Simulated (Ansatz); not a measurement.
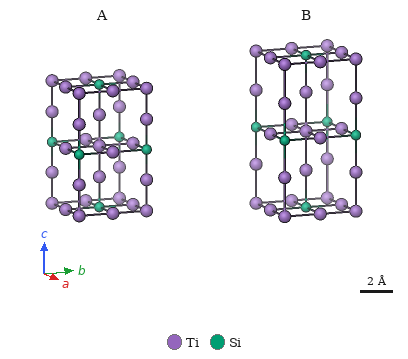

Two geometries of crystalline Ti$_{5}$Si (a generated structure, set up in I4/mmm) (coarse preliminary run), drawn at one scale. One is the start of a relaxation, the other its converged end. The picture is a ball-and-stick view of the conventional cell (2 times the calculation's cell), seen slightly off an axis. Lengths and directions refer to the drawn axes.

Computed with DFT PBE, scalar-relativistic, plane waves, PAW in Ansatz 0.2.0. Settings: plane-wave cutoff 420 eV; k-point mesh 6 × 6 × 6; occupations gaussian; smearing width 0.1 eV; no spin polarisation; cell and atoms relaxed; force threshold 0.04 eV/Å; at most 70 steps.

Q: Which geometry has the lower energy?

A: Structure B is the relaxed one. Over 8 accepted moves (10 points after the start) the energy falls by 5.494 eV per cell of the calculation. The largest force component goes from 4.6 to 0.033 eV/Å. Pressure: 51.87 GPa at the start and −0.01 GPa at the end. The SCF was repeated twice at an unchanged geometry on a basis and grid sized afresh for the cell, which shifted the energy by 0.179 eV per cell of the calculation at most. The largest moves relative to the cell, 0.030 Å, are those of Ti atoms. Si stays in place. The volume changes by +38.6 %, with a = b 4.616 → 4.876 Å (+5.6 %), c 7.926 → 9.844 Å (+24.2 %). Some distances before and after: Ti–Ti 2.007 → 2.523 Å, Ti–Ti 3.058 → 3.508 Å, Si–Ti 1.956 → 2.399 Å, Ti–Ti 3.025 → 3.421 Å. The space group stays I4/mmm (No. 139).
